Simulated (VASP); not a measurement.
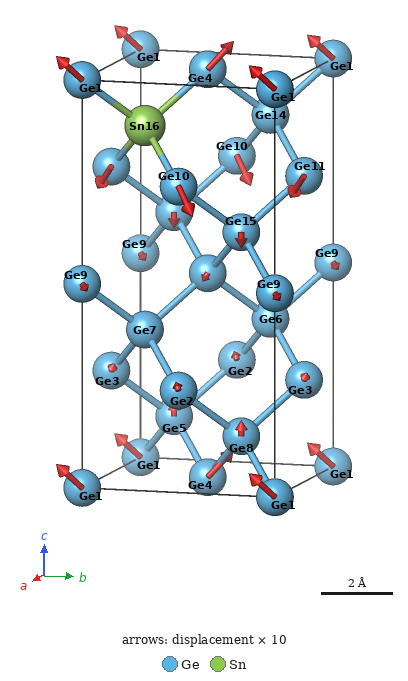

This is a relaxation of a crystal of SnGe15 (a generated structure, set up in P-42m). The starting structure is drawn; red arrows show the displacements, magnified 10 times.

The picture is a ball-and-stick view of the cell of the calculation, seen slightly off an axis.

The run lets the atoms move in a fixed cell.

Method: VASP 6.6.1, Kohn-Sham DFT of a periodic cell, PBEsol, VASP PAW PBE potentials, recommended.

The input:
```
  PREC = Accurate
  ENCUT = 400
  EDIFF = 1E-6
  ISMEAR = 0
  SIGMA = 0.02
  LREAL = F
  LASPH = T
  NELM = 60
  ALGO = Fast
  ISIF = 2
  LWAVE = F
  LCHARG = F
  GGA = PS
  IBRION = 2
  NSW = 40
  EDIFFG = -0.02
```

Run as
```bash
cat potpaw_PBE.64/Ge_d/POTCAR potpaw_PBE.64/Sn_d/POTCAR > POTCAR
mpirun -np 1 vasp_std > vasp.out
```

Question: Describe the change and its energy.

Answer: The largest moves, 0.11 Å, are those of Ge atoms. Sn stays in place. The lattice vectors keep their values. Some distances before and after: Ge–Sn 2.479 → 2.592 Å, Ge–Ge 2.479 → 2.452 Å. Bond angles that change, for instance: Ge–Ge–Ge 108.1° → 102.9°, Ge–Ge–Sn 108.1° → 105.2°, Ge–Ge–Ge 110.2° → 112.8°. The space group stays P-42m (No. 111). After 9 geometry steps the energy has fallen by 19.8 meV per atom. Largest force component: 0.84 eV/Å at the start, 0.0041 eV/Å at the end.
